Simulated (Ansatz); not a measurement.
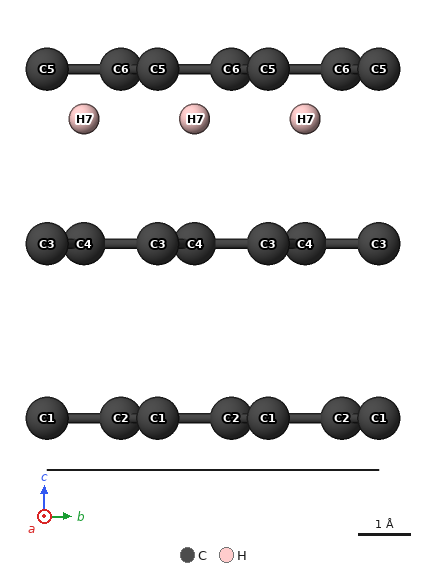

A slab of composition HC$_{6}$ (cut from the P6_3/mmc phase), before the constrained relaxation. Style: ball-and-stick. Shown: the 2 × 3 repeat of the cell, outlined in the plane, without the vacuum, along the a axis.

Case: H put at a hollow C-C site. The slab is the (0 0 1) face of C with H on it. 2 atoms are held fixed.

All numbers below come from DFT PBE+D3(BJ), scalar-relativistic, plane waves, PAW (Ansatz).

Input file:
```yaml
crystal:
  lattice:
    - [2.4649634496, 0.0, 0.0]
    - [-1.2324817248, 2.1347209667, 0.0]
    - [0.0, 0.0, 25.7405394514]
  atoms:
    - { symbol: C, position: [0.0, 0.0, 0.3302184157] }
    - { symbol: C, position: [0.3333333333, 0.6666666667, 0.3302184096] }
    - { symbol: C, position: [0.0, 0.0, 0.4611507784] }
    - { symbol: C, position: [0.6666666667, 0.3333333333, 0.4611507723] }
    - { symbol: C, position: [0.0, 0.0, 0.5920831411] }
    - { symbol: C, position: [0.3333333333, 0.6666666667, 0.5920831349] }
    - { symbol: H, position: [0.6666666667, 0.3333333333, 0.5547878854] }
basis:
  ecutwfc: 420
kpoints:
  mp_grid: { grid: [12, 12, 1] }
hamiltonian:
  xc: pbe
  dispersion: d3bj
scf:
  occupations: { method: gaussian, width: 0.1 }
output:
  forces: true
  eigenvalues: true
relax:
  adjacent_minimum: "off"
  f_tol: 0.03
  max_steps: 70
  constraints: [{ sites: [0, 1] }]
efield:
  axis: 3
  dipole_correction: true
```

> Predict the outcome.

H7 moves most: 1.25 Å along the normal (−c). Largest moves by element: H 1.25 Å, C 0.38 Å. The cell doesn't change. Near-neighbour distances that change, for instance: C4–H7 2.410 → 1.167 Å, C3–C4 1.423 → 1.447 Å. New bonds form: C4–H7 (2.41 → 1.17 Å). Bond angles that change, for instance: C4–C3–C4 120.0° → 116.8°. After 8 accepted moves (10 points after the start) the energy has fallen by 1.668 eV per cell of the calculation. Largest force component: 2.3 eV/Å at the start, 0.017 eV/Å at the end. The line search rejected the trial step at point 5 of the run. 1 step only repeated the SCF at the same geometry. The run took about 60 core-seconds on a shared host.

Step by step:

```tsv
step	E − E(0), meV/atom	largest force component, eV/Å	note
0	0.00	2.3086	
1	-49.92	1.0358	
2	-83.70	1.1609	
3	-135.70	1.5067	
4	-212.14	1.3870	
5	-209.89	2.9968	rejected
6	-226.90	0.4418	
7	-231.70	0.2643	
8	-235.93	0.2360	
9	-238.33	0.0201	
10	-238.33	0.0172	same geometry, SCF repeated
```

After the run, drawn alike:

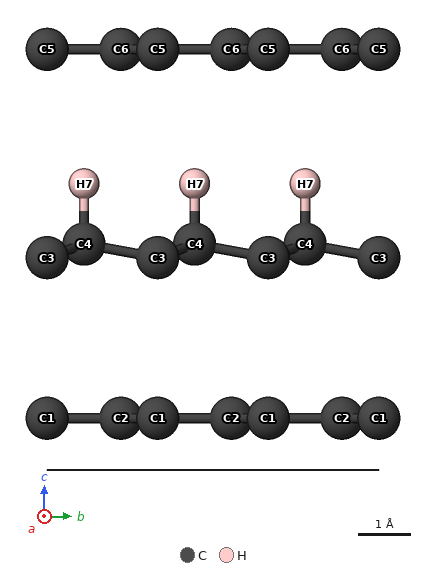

Limits of the set-up: the periodic images lie only 2.5 Å apart, so the values are limited by the cell's size.
